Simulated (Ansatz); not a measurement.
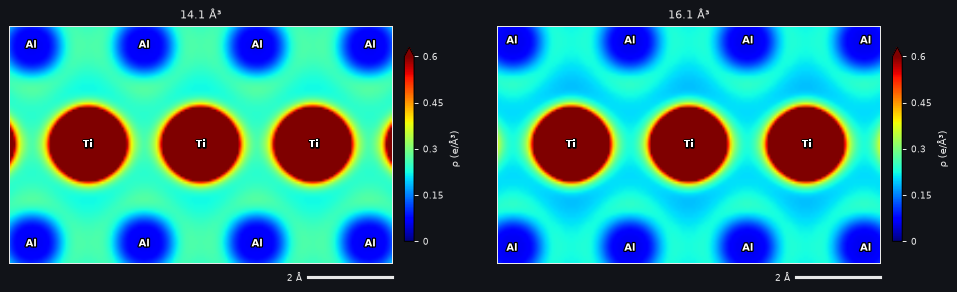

TiAl. The valence electron density of cells scaled evenly to different volumes (given per atom above each panel), on the (101̄) plane of each (indices in the axes of the cell below), at one length scale and on one colour scale.

Computed without spin polarisation.

Level of theory: Ansatz, DFT r2SCAN, scalar-relativistic, plane waves, PAW.

In a PAW calculation such maps are meaningful between the atoms, not at the nuclei.

The largest cell:

```cif
data_structure
_symmetry_space_group_name_H-M 'P 1'
_symmetry_Int_Tables_number 1
_cell_length_a 2.8106
_cell_length_b 2.8106
_cell_length_c 4.0650
_cell_angle_alpha 90.000
_cell_angle_beta 90.000
_cell_angle_gamma 90.000
_cell_volume 32.11
loop_
_atom_site_label
_atom_site_type_symbol
_atom_site_fract_x
_atom_site_fract_y
_atom_site_fract_z
_atom_site_occupancy
Ti1 Ti 0.00000 0.00000 0.00000 1
Al1 Al 0.50000 0.50000 0.50000 1
```

| volume (Å³/atom) | Al–Al contact in the plane (Å) | ρ at its midpoint (e/Å³) | pressure (GPa) | 
| --- | --- | --- | --- |
| 14.13 | 2.693 | 0.264 | 19.8 | 
| 15.09 | 2.753 | ? | ? | 
| 16.06 | 2.811 | 0.228 | 0.0 | 

Q: Estimate the missing row, and compare with the calculation.

A: Over the known rows ln ρ falls by 1.24 per Å of Al–Al distance (the line through the two), which gives 0.245 e/Å³ at 2.753 Å; the calculation gives 0.245 e/Å³. For the pressure, a straight line in volume between the neighbouring rows gives 10.0 GPa; the calculation gives 8.4, lower because pressure rises ever faster on compression.
